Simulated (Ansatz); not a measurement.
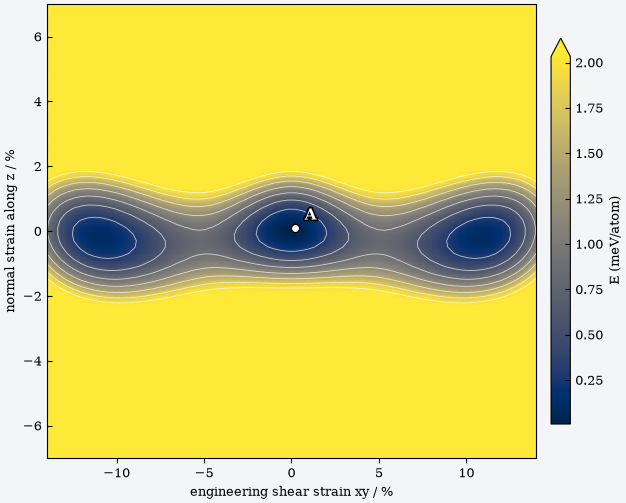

Zn (Fm-3m, No. 225; 1 atom in the cell). The energy is mapped over two homogeneous strains (x, y and z along the cube axes). Coordinates scanned: (1) engineering shear strain xy; (2) normal strain along z. Nothing is relaxed (symmetry fixes all fractional coordinates). Grid: 7 × 7 points; 28 points were computed and 21 follow by symmetry. Points are written as (first, second). All energies are given in meV/atom relative to the lowest grid point. Computed with DFT PBE, scalar-relativistic, plane waves, PAW in Ansatz. Settings: cutoff 520 eV, k-mesh 20×20×20, gaussian smearing 0.15 eV, no spin polarisation.

The picture shows a smooth colour map with a few white contour lines, one colour for all values above the top of the scale, the point A. Between grid points the surface is interpolated.

Question: What is the easiest way out of the well at A, and how high is the barrier?

Answer: The easiest path leads from the well at (0.0 %, 0.00 %) to a well of about the same depth at about (10.8 %, −0.30 %). Its highest point lies about 0.81 meV/atom above the bottom of the first well on the interpolated surface, at (4.7 %, 0.00 %). Seen from the upper well the barrier is about 0.71 meV/atom. The start is the relaxed structure and all else is held, so a fully relaxed path at this level can only be lower.

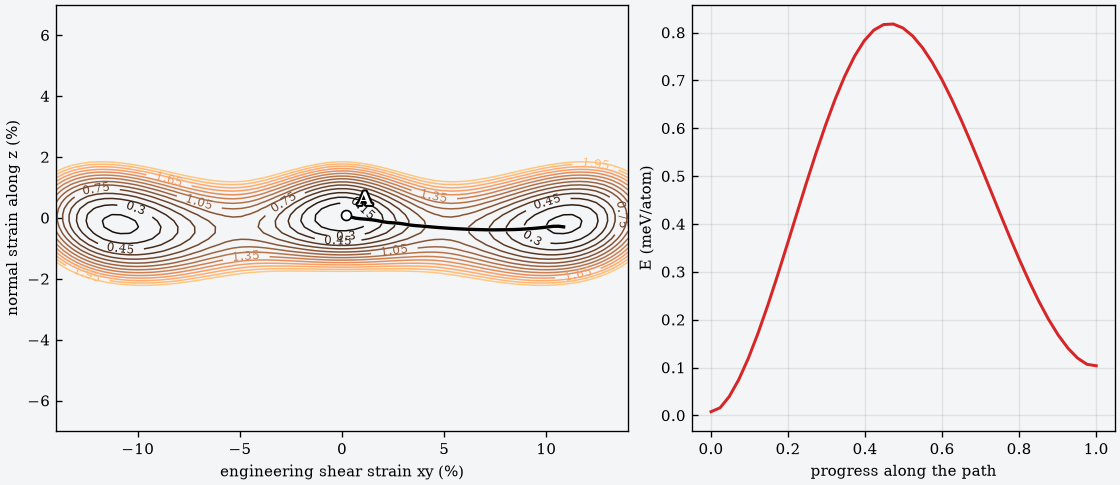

The picture shows contour lines labelled in meV/atom (none above 2.1), a line along the lowest path, the energy along the path at the right. Between grid points the surface is interpolated.
